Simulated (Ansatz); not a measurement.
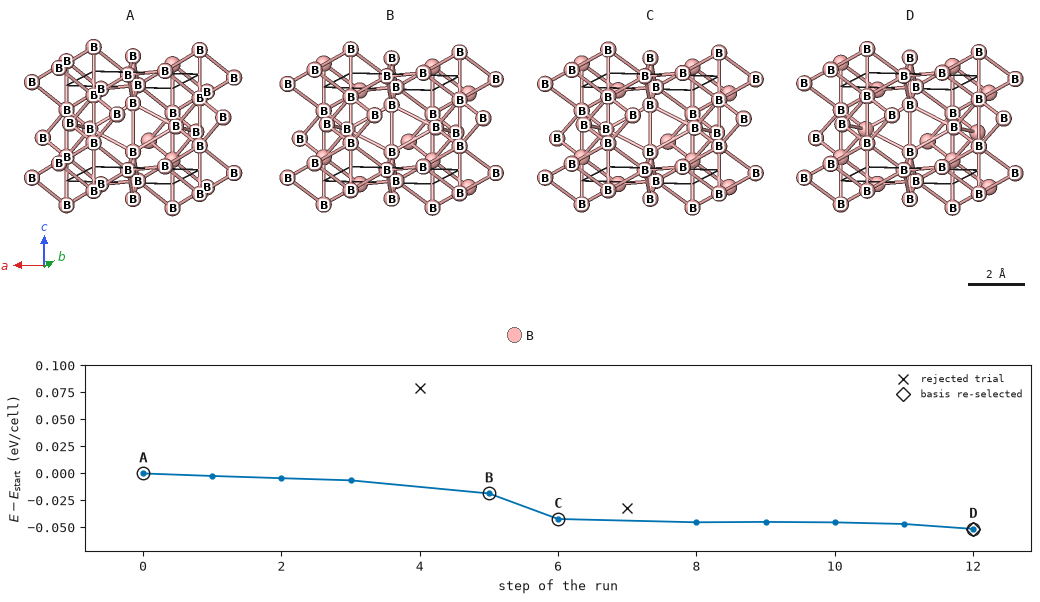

Frames of a relaxation of crystalline B (a generated structure, set up in Pnnm) (coarse preliminary run), marked on the history of the run. A ball-and-stick model of the cell of the calculation, seen from a free direction.

Computed with DFT PBE, scalar-relativistic, plane waves, PAW (Ansatz).

Input
```yaml
crystal:
  lattice:
    - [3.9141460933, 0.0, 0.0]
    - [0.0, 4.3176314647, 0.0]
    - [0.0, 0.0, 3.4597353968]
  atoms:
    - { symbol: B, position: [0.0, 0.0, 0.7467561186] }
    - { symbol: B, position: [0.5, 0.5, 0.7532438814] }
    - { symbol: B, position: [0.0, 0.0, 0.2532438814] }
    - { symbol: B, position: [0.5, 0.5, 0.2467561186] }
    - { symbol: B, position: [0.6350202605, 0.8439184348, 0.0] }
    - { symbol: B, position: [0.3649797395, 0.1560815652, 0.0] }
    - { symbol: B, position: [0.1350202605, 0.6560815652, 0.5] }
    - { symbol: B, position: [0.8649797395, 0.3439184348, 0.5] }
basis:
  ecutwfc: 420
kpoints:
  mp_grid: { grid: [4, 4, 6] }
hamiltonian:
  xc: pbe
scf:
  occupations: { method: gaussian, width: 0.1 }
  lower_state_search: "off"
output:
  forces: true
  stress: true
  eigenvalues: true
relax:
  adjacent_minimum: "off"
  f_tol: 0.04
  max_steps: 70
  cell: { stress_tol: 0.4 }
```

Run as
```bash
ansatz run input.yaml --threads 1 --pin off --max-ram 2560MiB --backend cpu --events-out ev --progress --plain --runs-dir out
```

Describe the path.

Answer. After 9 accepted moves (12 points after the start) the energy has fallen by 51.4 meV per cell of the calculation. The largest force component goes from 0.13 to 0.018 eV/Å. The pressure goes from 0.23 to 0.16 GPa. The line search rejected the trial steps at points 4, 7 of the run. The SCF was repeated once at an unchanged geometry on a basis and grid sized afresh for the cell, which shifted the energy by 4.6 meV per cell of the calculation at most. The largest moves relative to the cell, 0.051 Å, are those of B5, B6, B7 and B8. B6 goes along [−1 −3 0]. The volume changes by +1.1 %, with a 3.914 → 4.122 Å (+5.3 %), b 4.318 → 4.200 Å (−2.7 %), c 3.460 → 3.417 Å (−1.2 %). Near-neighbour distances that change, for instance: B5–B6 1.713 → 1.666 Å, B1–B3 1.752 → 1.712 Å, B1–B7 1.793 → 1.811 Å, B1–B5 1.806 → 1.822 Å. Among the angles between lasting bonds that change: B2–B7–B8 101.2° → 108.5°, B1–B7–B8 118.0° → 112.6°, B5–B2–B8 107.9° → 103.8°. The space group stays Pnnm (No. 58). From step 0 to 5: B atoms move most (0.03 Å), volume +0.6 %, energy −18.5 meV per cell of the calculation. From step 5 to 6: B atoms move most (0.03 Å), volume +0.3 %, energy −23.7 meV per cell of the calculation. From step 6 to 12: volume +0.3 %, energy −9.2 meV per cell of the calculation.

| step | E − E(0), meV/atom | largest force component, eV/Å | pressure, GPa | volume, Å³/atom | note |
| --- | --- | --- | --- | --- | --- |
| 0 | 0.00 | 0.1334 | 0.23 | 7.309 |  |
| 1 | -0.29 | 0.1038 | 0.05 | 7.310 |  |
| 2 | -0.55 | 0.0423 | 0.22 | 7.306 |  |
| 3 | -0.80 | 0.0740 | -0.15 | 7.322 |  |
| 4 | 9.90 | 0.4014 | -0.31 | 7.441 | rejected |
| 5 | -2.32 | 0.0261 | 0.58 | 7.350 |  |
| 6 | -5.27 | 0.0457 | 0.88 | 7.369 |  |
| 7 | -4.03 | 0.1257 | -1.12 | 7.426 | rejected |
| 8 | -5.66 | 0.0688 | 0.31 | 7.383 |  |
| 9 | -5.61 | 0.0754 | -0.17 | 7.404 |  |
| 10 | -5.67 | 0.0915 | -0.34 | 7.402 |  |
| 11 | -5.85 | 0.0162 | 0.08 | 7.392 |  |
| 12 | -6.42 | 0.0183 | 0.16 | 7.392 | same geometry, new basis |

Limits of the set-up: the k-point mesh is coarse for a cell with partly filled bands.
